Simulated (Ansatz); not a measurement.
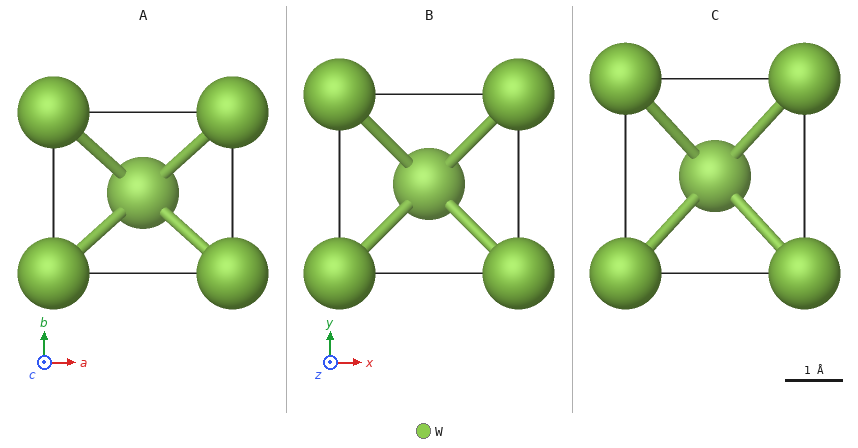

A scan of crystalline W (Im-3m) along one coordinate. x, y and z are the Cartesian axes of the input. A ball-and-stick model of the conventional cell (2 times the calculation's cell), seen along the c axis. Lengths and directions refer to the drawn axes.

The calculation used Ansatz, DFT PBE, scalar-relativistic, plane waves, PAW. (plane-wave cutoff 420 eV; k-point mesh 26 × 26 × 26; occupations gaussian; smearing width 0.15 eV; no spin polarisation). Energies (free energies at the smearing named) are counted from the relaxed crystal.

What is being scanned?

The cell is strained along y alone, with the atoms kept at their fractional coordinates. In the frames the strain is −0.10 (A), 0.00 (B), 0.0875 (C). Their energies are 323 meV/atom, 0 meV/atom, 161 meV/atom.
